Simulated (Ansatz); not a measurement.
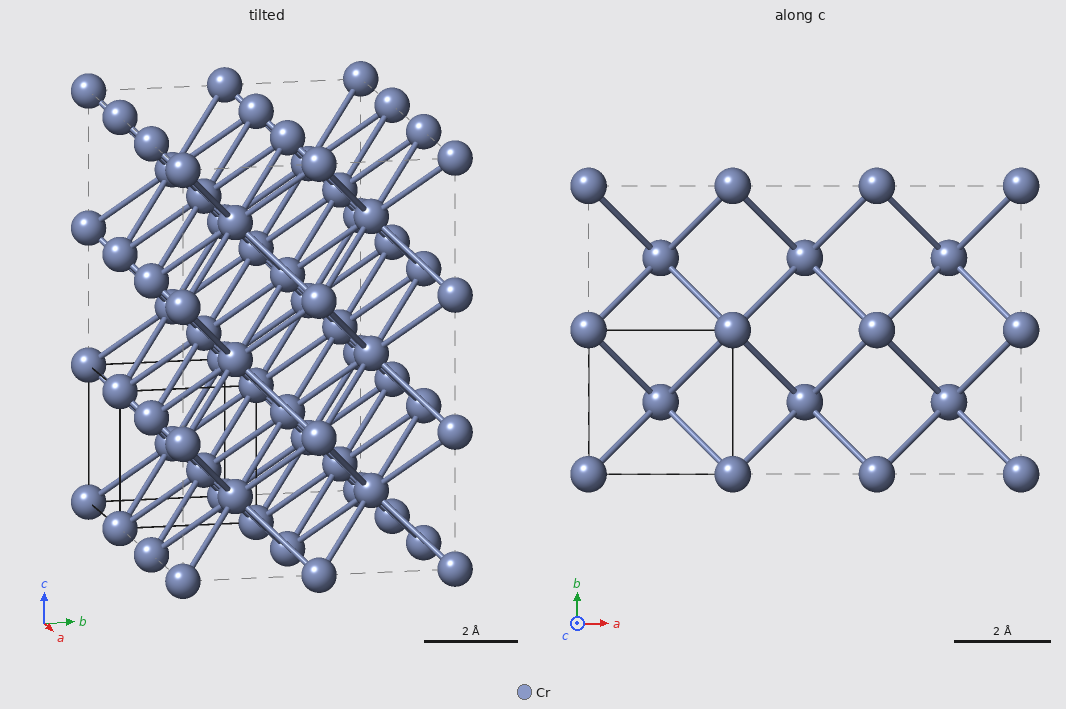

Drawn in the ball-and-stick manner and seen slightly off an axis and along the c axis. Solid lines give the conventional unit cell, repeated here 3×2×3 times.

Characterise what is shown.

- The element is chromium.
- It takes space group Im-3m (No. 229) on a body-centred cubic lattice.
- Its structure type: body-centred cubic (W type).
- The cell holds two atoms.
- Cr is linked to eight Cr in a cubic arrangement at about 2.6 Å. Not all metal-metal contacts are counted.
- The bonds build a three-dimensional framework.

Origin of the cell: a structure listed in the Materials Project. The cell was then strained or its atoms displaced on purpose. A calculation with Ansatz used it as input.

At this level of theory the cell isn't at rest (stretched, at -31 GPa), so its distances can differ from those at equilibrium, the more so the softer the solid.
